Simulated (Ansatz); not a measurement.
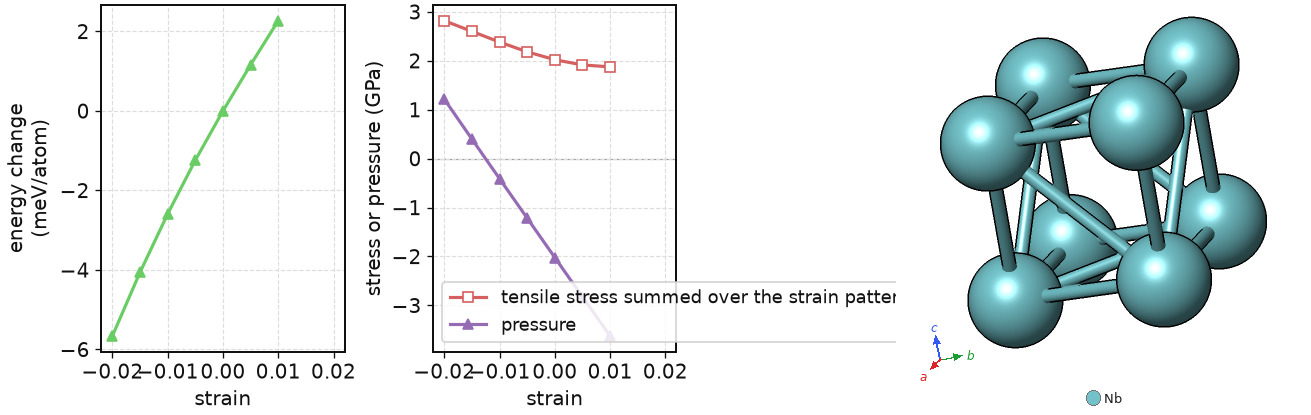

The figure shows the energy change, tensile stress summed over the strain pattern and pressure against strain for Nb, space group Fm-3m (No. 225). The cell is drawn beside the plot.

Starting cell:
```
CELL_PARAMETERS angstrom
0.00000 2.11500 2.11500
2.11500 0.00000 2.11500
2.11500 2.11500 0.00000
ATOMIC_POSITIONS crystal
Nb 0.00000 0.00000 0.00000
```

Method: homogeneous strain of a crystal along one Voigt pattern with engineering shear, fractional coordinates fixed, by plane-wave density functional theory with PAW datasets, free energies less that of the undisturbed cell, pressure positive in compression; scalar-relativistic (Ansatz 0.2.0). Level: r2SCAN, no spin polarisation.

```tsv
setting	value
wave cutoff	500 eV
k mesh	20×20×20
occupations	Gaussian
smearing width	0.15 eV
k shift	(0, 0, 0) (mesh steps)
start	as given
strain pattern	(0, 0, 1, 0, 0, 0) (xx yy zz yz xz xy with engineering shear)
```

The points at strain 0.0150, 0.0175 and 0.0200 are left out of the plot. What values does the calculation give there?

| strain | energy change (meV/atom) | tensile stress summed over the strain pattern (GPa) | pressure (GPa) |
| --- | --- | --- | --- |
| 0.0150 | 3.39 | 1.905 | −4.418 |
| 0.0175 | 3.95 | 1.946 | −4.813 |
| 0.0200 | 4.54 | 2.002 | −5.205 |

Caveats: reference crystal is not relaxed.
